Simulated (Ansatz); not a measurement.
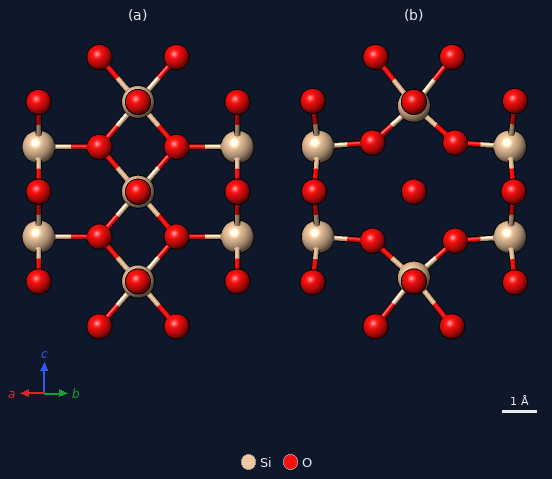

Left: perfect SiO2. Right: the same region with one point defect, after relaxing the atoms in a supercell of 72 sites. Style: ball-and-stick. Shown: the atoms within 4.6 Å of one point, in a slice 5.0 Å thick across the line of sight, along [110].

Computed with Ansatz 0.2.0, DFT, PBEsol, PAW, plane waves. Set-up: plane-wave cutoff 420 eV; k-point mesh 1 × 1 × 1; mesh shifted by (0.25, 0.25, 0.25); no spin polarisation. Fermi-Dirac smearing of 0.01 eV. A uniform background neutralises the charged cell. The axes drawn are those of the host's conventional cell.

What kind of defect was made?

Answer. A silicon atom is taken out (a vacancy).

The charge state of the cell is −4.

How does the lattice respond?

Answer. Around the empty Si site the host had 6 O at 1.77 to 1.81 Å; after relaxation the nearest atoms are 6 O at 1.91 to 1.92 Å. Of the host's atoms, an oxygen atom moves furthest from its site, by 0.15 Å.

Limits of the set-up: the periodic images lie only 8.0 Å apart, so the values are limited by the cell's size; the cell is charged, on a uniform background, and energies carry no finite-size correction.
